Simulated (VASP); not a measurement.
Run report: SiC3, geometry relaxation (part 3 of 3)

SiC3 (R3m, 4 atoms in the cell); Kohn-Sham DFT of a periodic cell, LDA, VASP PAW LDA potentials, recommended, no spin polarisation (VASP 6.6.1); cutoff 300 eV, 5×5×5 k-mesh, Gaussian smearing of 0.02 eV. 

Geometry of the input (Å; fractional positions):
```
0.0000  -2.0180  -2.0180
-2.0180  0.0000  -2.0180
2.0180  2.0180  -4.0360
C  0.8750  0.8750  0.3750
C  0.3750  0.3750  0.8750
C  0.7500  0.7500  0.7500
Si 0.2500  0.2500  0.2500
```

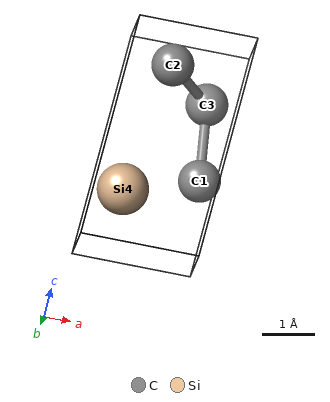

The geometry at step 6 of the log (ball-and-stick view of the cell of the calculation, seen at an oblique angle; atoms are numbered from 1 in the order of the input).

**Parts of OUTCAR, continued**
```
  FORCE on cell =-STRESS in cart. coord.  units (eV):
  Direction    XX          YY          ZZ          XY          YZ          ZX
  --------------------------------------------------------------------------------------
  -------------------------------------------------------------------------------------
  Total        0.0074711      0.0074711      0.0074711      0.0041789     -0.0041789     -0.0041789
  in kB        0.3939171      0.3939171      0.3939171      0.2203343     -0.2203343     -0.2203343
  external PRESSURE =       0.3939171 kB  Pullay stress =       0.0000000 kB

 VOLUME and BASIS-vectors are now :
 -----------------------------------------------------------------------------
  energy-cutoff  :      300.00
  volume of cell :       30.39
      direct lattice vectors                 reciprocal lattice vectors
    -0.000000000 -1.953764411 -1.953764411     0.128738126 -0.383094311 -0.128738126
    -1.953764411 -0.000000000 -1.953764411    -0.383094311  0.128738126 -0.128738126
     2.002291493  2.002291493 -3.956055904     0.125618058  0.125618058 -0.125618058

 POSITION                                       TOTAL-FORCE (eV/Angst)
 -----------------------------------------------------------------------------------
     -0.86172     -0.86172     -4.99958         0.000492      0.000492     -0.000492
      0.94622      0.94622     -4.85375         0.000527      0.000527     -0.000527
      0.00856      0.00856     -5.86985         0.002756      0.002756     -0.002756
      0.01612      0.01612     -1.96989        -0.003775     -0.003775      0.003775
 -----------------------------------------------------------------------------------
    total drift:                               -0.000067     -0.000067      0.000070

  FREE ENERGIE OF THE ION-ELECTRON SYSTEM (eV)
  ---------------------------------------------------
  free  energy   TOTEN  =       -34.8337206097 eV

  energy  without entropy=      -34.8337206097  energy(sigma->0) =      -34.83372061

--------------------------------------- Ionic step       12  -------------------------------------------

 number of electron      16.0000001 magnetization

------------------------ aborting loop because EDIFF is reached ----------------------------------------

  FORCE on cell =-STRESS in cart. coord.  units (eV):
  Direction    XX          YY          ZZ          XY          YZ          ZX
  --------------------------------------------------------------------------------------
  -------------------------------------------------------------------------------------
  Total        0.0067327      0.0067327      0.0067327      0.0038205     -0.0038205     -0.0038205
  in kB        0.3549779      0.3549779      0.3549779      0.2014326     -0.2014326     -0.2014326
  external PRESSURE =       0.3549779 kB  Pullay stress =       0.0000000 kB

 VOLUME and BASIS-vectors are now :
 -----------------------------------------------------------------------------
  energy-cutoff  :      300.00
  volume of cell :       30.39
      direct lattice vectors                 reciprocal lattice vectors
    -0.000000000 -1.953770218 -1.953770218     0.128737669 -0.383093246 -0.128737669
    -1.953770218 -0.000000000 -1.953770218    -0.383093246  0.128737669 -0.128737669
     2.002292737  2.002292737 -3.956062955     0.125617908  0.125617908 -0.125617908

 POSITION                                       TOTAL-FORCE (eV/Angst)
 -----------------------------------------------------------------------------------
     -0.86174     -0.86174     -4.99957         0.001372      0.001372     -0.001372
      0.94622      0.94622     -4.85376         0.000308      0.000308     -0.000308
      0.00856      0.00856     -5.86987         0.002357      0.002357     -0.002357
      0.01613      0.01613     -1.96990        -0.004036     -0.004036      0.004036
 -----------------------------------------------------------------------------------
    total drift:                                0.000012      0.000012     -0.000011

  FREE ENERGIE OF THE ION-ELECTRON SYSTEM (eV)
  ---------------------------------------------------
  free  energy   TOTEN  =       -34.8337205860 eV

  energy  without entropy=      -34.8337205860  energy(sigma->0) =      -34.83372059

--------------------------------------- Ionic step       13  -------------------------------------------

 number of electron      16.0000001 magnetization

 Free energy of the ion-electron system (eV)
  ---------------------------------------------------
  ext. energy  EPLUGINS =         0.00000000
  ---------------------------------------------------
  free energy    TOTEN  =       -34.83372151 eV

  energy without entropy =      -34.83372151  energy(sigma->0) =      -34.83372151

 E-fermi :  10.3216     XC(G=0): -12.5454     alpha+bet :-18.0248

 val. band max:       10.1810187465   @ k =   0.0000   0.0000   0.0000
 cond. band min:      11.4971583144   @ k =  -0.4000  -0.4000   0.2000
 fundamental gap:      1.3161395679
 Fermi energy:        10.3215722306

 k-point     1 :       0.0000    0.0000    0.0000
  band No.  band energies     occupation
      1      -9.1178      2.00000
      2      -4.0841      2.00000
      3      -1.8691      2.00000
      4       6.9936      2.00000
      5       6.9936      2.00000
      6       9.0460      2.00000
      7      10.1810      2.00000
      8      10.1810      2.00000
      9      14.6646      0.00000
     10      14.8775      0.00000
     11      14.9436      0.00000
     12      14.9436      0.00000

 k-point     2 :       0.2000    0.0000    0.0000
  band No.  band energies     occupation
      1      -8.2763      2.00000
      2      -3.5169      2.00000
      3      -0.9316      2.00000
      4       3.8861      2.00000
      5       5.9895      2.00000
      6       7.0596      2.00000
      7       8.3378      2.00000
      8       9.0561      2.00000
      9      14.1889      0.00000
     10      14.9500      0.00000
     11      16.8530      0.00000
     12      17.1476      0.00000

 k-point     3 :       0.4000    0.0000    0.0000
  band No.  band energies     occupation
      1      -5.9203      2.00000
      2      -2.4942      2.00000
      3      -0.4674      2.00000
      4       1.9559      2.00000
      5       2.9572      2.00000
      6       4.8170      2.00000
      7       5.8170      2.00000
      8       7.8291      2.00000
      9      13.4101      0.00000
     10      14.2628      0.00000
     11      16.4666      0.00000
     12      19.1593      0.00000

 k-point     4 :       0.2000    0.2000    0.0000
  band No.  band energies     occupation
      1      -8.2162      2.00000
      2      -3.9088      2.00000
      3      -0.4551      2.00000
      4       4.0464      2.00000
      5       5.8450      2.00000
      6       6.5278      2.00000
      7       8.4236      2.00000
      8       9.4339      2.00000
      9      13.9171      0.00000
     10      15.3333      0.00000
     11      16.2482      0.00000
     12      17.2060      0.00000

 k-point     5 :       0.4000    0.2000    0.0000
  band No.  band energies     occupation
      1      -6.5564      2.00000
      2      -2.9246      2.00000
      3       0.3747      2.00000
      4       2.4048      2.00000
      5       3.1296      2.00000
      6       4.7465      2.00000
      7       6.1764      2.00000
      8       7.6339      2.00000
      9      14.1976      0.00000
     10      16.0497      0.00000
     11      16.6647      0.00000
     12      17.7981      0.00000

 [... the levels of 13 k-points are left out ...]

 k-point    19 :      -0.2000    0.0000    0.4000
  band No.  band energies     occupation
      1      -7.5997      2.00000
      2      -5.7443      2.00000
      3       2.5605      2.00000
      4       4.1306      2.00000
      5       5.2538      2.00000
      6       5.8941      2.00000
      7       7.4064      2.00000
      8       9.2053      2.00000
      9      13.2950      0.00000
     10      15.5957      0.00000
     11      16.8413      0.00000
     12      17.4076      0.00000

------------------------ aborting loop because EDIFF is reached ----------------------------------------

  FORCE on cell =-STRESS in cart. coord.  units (eV):
  Direction    XX          YY          ZZ          XY          YZ          ZX
  --------------------------------------------------------------------------------------
  -------------------------------------------------------------------------------------
  Total       -0.0054094     -0.0054094     -0.0054094      0.0015086     -0.0015086     -0.0015086
  in kB       -0.2851665     -0.2851665     -0.2851665      0.0795268     -0.0795268     -0.0795268
  external PRESSURE =      -0.2851665 kB  Pullay stress =       0.0000000 kB

 VOLUME and BASIS-vectors are now :
 -----------------------------------------------------------------------------
  energy-cutoff  :      300.00
  volume of cell :       30.39
      direct lattice vectors                 reciprocal lattice vectors
    -0.000000000 -1.953812473 -1.953812473     0.128738424 -0.383081423 -0.128738424
    -1.953812473 -0.000000000 -1.953812473    -0.383081423  0.128738424 -0.128738424
     2.002560303  2.002560303 -3.956372775     0.125604576  0.125604576 -0.125604576

 POSITION                                       TOTAL-FORCE (eV/Angst)
 -----------------------------------------------------------------------------------
     -0.86162     -0.86162     -4.99981        -0.000014     -0.000014      0.000014
      0.94644      0.94644     -4.85407        -0.000279     -0.000279      0.000279
      0.00880      0.00880     -5.87024        -0.001769     -0.001769      0.001769
      0.01606      0.01606     -1.96988         0.002062      0.002062     -0.002062
 -----------------------------------------------------------------------------------
    total drift:                               -0.000191     -0.000191      0.000189

  FREE ENERGIE OF THE ION-ELECTRON SYSTEM (eV)
  ---------------------------------------------------
  free  energy   TOTEN  =       -34.8337215103 eV

  energy  without entropy=      -34.8337215103  energy(sigma->0) =      -34.83372151

 reached required accuracy - stopping structural energy minimisation
```

**CONTCAR**
```
SiC3
   1.00000000000000
    -0.0000000000000000   -1.9538124728005950   -1.9538124728005948
    -1.9538124728005950   -0.0000000000000000   -1.9538124728005948
     2.0025603025433418    2.0025603025433423   -3.9563727753439371
  C               Si
     3     1
Direct
     0.8628160214468281    0.8628160214468281    0.4115519356595148
     0.3841838736599194    0.3841838736599194    0.8474483790202422
     0.7534869916637540    0.7534869916637540    0.7395390250087374
     0.2495131132294980    0.2495131132294980    0.2514606603115059

  0.00000000E+00  0.00000000E+00  0.00000000E+00
  0.00000000E+00  0.00000000E+00  0.00000000E+00
  0.00000000E+00  0.00000000E+00  0.00000000E+00
  0.00000000E+00  0.00000000E+00  0.00000000E+00
```

**Trajectory as extended XYZ (Å, eV, eV/Å), 13 frames, from step=0 to step=12**
```
4
Lattice="0.0000 -2.0180 -2.0180 -2.0180 0.0000 -2.0180 2.0180 2.0180 -4.0360" Properties=species:S:1:pos:R:3:forces:R:3 step=0 energy=-33.83239
C    -1.0090   -1.0090   -5.0450    2.6300   2.6300  -2.6300
C     1.0090    1.0090   -5.0450   -3.1538  -3.1538   3.1538
C     0.0000    0.0000   -6.0540   -0.3252  -0.3252   0.3252
Si    0.0000    0.0000   -2.0180    0.8490   0.8490  -0.8490
4
Lattice="0.0000 -1.9306 -1.9306 -1.9306 0.0000 -1.9306 1.9425 1.9425 -3.8730" Properties=species:S:1:pos:R:3:forces:R:3 step=1 energy=-34.12292
C    -0.8389   -0.8389   -4.9528   -1.2651  -1.2651   1.2651
C     0.8295    0.8295   -4.6906    3.6140   3.6140  -3.6140
C    -0.0061   -0.0061   -5.7855   -0.4885  -0.4885   0.4885
Si    0.0423    0.0423   -1.9729   -1.8605  -1.8605   1.8605
4
Lattice="0.0000 -1.9683 -1.9683 -1.9683 0.0000 -1.9683 1.9751 1.9751 -3.9434" Properties=species:S:1:pos:R:3:forces:R:3 step=2 energy=-34.70809
C    -0.9133   -0.9133   -4.9916    1.2446   1.2446  -1.2446
C     0.9081    0.9081   -4.8447    0.7517   0.7517  -0.7517
C    -0.0034   -0.0034   -5.9015   -1.0458  -1.0458   1.0458
Si    0.0238    0.0238   -1.9921   -0.9505  -0.9505   0.9505
4
Lattice="0.0000 -1.9504 -1.9504 -1.9504 -0.0000 -1.9504 1.9621 1.9621 -3.9125" Properties=species:S:1:pos:R:3:forces:R:3 step=3 energy=-34.38333
C    -0.8289   -0.8289   -5.0223   -3.8765  -3.8765   3.8765
C     0.9134    0.9134   -4.8142   -0.4450  -0.4450   0.4450
C    -0.0478   -0.0478   -5.8033    3.1506   3.1506  -3.1506
Si   -0.0104   -0.0104   -1.9399    1.1708   1.1708  -1.1708
4
Lattice="0.0000 -1.9616 -1.9616 -1.9616 -0.0000 -1.9616 1.9702 1.9702 -3.9319" Properties=species:S:1:pos:R:3:forces:R:3 step=4 energy=-34.81658
C    -0.8821   -0.8821   -5.0028   -0.1222  -0.1222   0.1222
C     0.9101    0.9101   -4.8333    0.3368   0.3368  -0.3368
C    -0.0198   -0.0198   -5.8651   -0.0027  -0.0027   0.0027
Si    0.0111    0.0111   -1.9728   -0.2119  -0.2119   0.2119
4
Lattice="0.0000 -1.9529 -1.9529 -1.9529 -0.0000 -1.9529 2.0209 2.0209 -3.9738" Properties=species:S:1:pos:R:3:forces:R:3 step=5 energy=-34.82285
C    -0.8552   -0.8552   -5.0035    0.1147   0.1147  -0.1147
C     0.9699    0.9699   -4.8757   -0.3967  -0.3967   0.3967
C     0.0220    0.0220   -5.8807    0.0397   0.0397  -0.0397
Si    0.0162    0.0162   -1.9691    0.2424   0.2424  -0.2424
4
Lattice="0.0000 -1.9567 -1.9567 -1.9567 -0.0000 -1.9567 1.9986 1.9986 -3.9553" Properties=species:S:1:pos:R:3:forces:R:3 step=6 energy=-34.83303
C    -0.8670   -0.8670   -5.0032    0.0198   0.0198  -0.0198
C     0.9436    0.9436   -4.8571   -0.0789  -0.0789   0.0789
C     0.0036    0.0036   -5.8738    0.0134   0.0134  -0.0134
Si    0.0140    0.0140   -1.9707    0.0457   0.0457  -0.0457
4
Lattice="-0.0000 -1.9523 -1.9523 -1.9523 -0.0000 -1.9523 2.0048 2.0048 -3.9571" Properties=species:S:1:pos:R:3:forces:R:3 step=7 energy=-34.83339
C    -0.8600   -0.8600   -4.9970    0.0565   0.0565  -0.0565
C     0.9483    0.9483   -4.8529    0.0365   0.0365  -0.0365
C     0.0119    0.0119   -5.8689   -0.0350  -0.0350   0.0350
Si    0.0178    0.0178   -1.9702   -0.0580  -0.0580   0.0580
4
Lattice="-0.0000 -1.9541 -1.9541 -1.9541 -0.0000 -1.9541 2.0024 2.0024 -3.9564" Properties=species:S:1:pos:R:3:forces:R:3 step=8 energy=-34.83365
C    -0.8627   -0.8627   -4.9994    0.0418   0.0418  -0.0418
C     0.9465    0.9465   -4.8546   -0.0088  -0.0088   0.0088
C     0.0087    0.0087   -5.8708   -0.0155  -0.0155   0.0155
Si    0.0163    0.0163   -1.9704   -0.0175  -0.0175   0.0175
4
Lattice="-0.0000 -1.9535 -1.9535 -1.9535 -0.0000 -1.9535 2.0022 2.0022 -3.9558" Properties=species:S:1:pos:R:3:forces:R:3 step=9 energy=-34.83368
C    -0.8609   -0.8609   -4.9997   -0.0307  -0.0307   0.0307
C     0.9460    0.9460   -4.8531    0.0072   0.0072  -0.0072
C     0.0085    0.0085   -5.8691    0.0166   0.0166  -0.0166
Si    0.0160    0.0160   -1.9695    0.0069   0.0069  -0.0069
4
Lattice="-0.0000 -1.9538 -1.9538 -1.9538 -0.0000 -1.9538 2.0023 2.0023 -3.9561" Properties=species:S:1:pos:R:3:forces:R:3 step=10 energy=-34.83372
C    -0.8617   -0.8617   -4.9996    0.0005   0.0005  -0.0005
C     0.9462    0.9462   -4.8537    0.0005   0.0005  -0.0005
C     0.0086    0.0086   -5.8699    0.0028   0.0028  -0.0028
Si    0.0161    0.0161   -1.9699   -0.0038  -0.0038   0.0038
4
Lattice="-0.0000 -1.9538 -1.9538 -1.9538 -0.0000 -1.9538 2.0023 2.0023 -3.9561" Properties=species:S:1:pos:R:3:forces:R:3 step=11 energy=-34.83372
C    -0.8617   -0.8617   -4.9996    0.0014   0.0014  -0.0014
C     0.9462    0.9462   -4.8538    0.0003   0.0003  -0.0003
C     0.0086    0.0086   -5.8699    0.0024   0.0024  -0.0024
Si    0.0161    0.0161   -1.9699   -0.0040  -0.0040   0.0040
4
Lattice="-0.0000 -1.9538 -1.9538 -1.9538 -0.0000 -1.9538 2.0026 2.0026 -3.9564" Properties=species:S:1:pos:R:3:forces:R:3 step=12 energy=-34.83372
C    -0.8616   -0.8616   -4.9998    0.0000   0.0000   0.0000
C     0.9464    0.9464   -4.8541   -0.0003  -0.0003   0.0003
C     0.0088    0.0088   -5.8702   -0.0018  -0.0018   0.0018
Si    0.0161    0.0161   -1.9699    0.0021   0.0021  -0.0021
```

**Key numbers**

```csv
quantity,value
outcome,converged
space group (tolerance 0.01 Å),R3m (160)
electrons treated,16
free energy,−34.8337 eV
Fermi energy,10.322 eV
gap on the k-point mesh,1.32 eV
pressure,−0.03 GPa
final volume,30.39 Å³
largest force (length of the vector) at the end,0.004 eV/Å
final cell,"a = 2.763 Å, b = 2.763 Å, c = 4.866 Å, α = 73.50°, β = 73.50°, γ = 60.00°"
hardware,"1 thread of Intel Xeon @ 2.50GHz (Skylake/Cascade Lake), 64 GiB of memory available, shared host"
wall time,18 s
peak memory,0.11 GiB
```

**Notes**

The volume changed by more than 5 % on the plane waves of the start, so the result carries a basis error; a second relaxation from the end is advised.
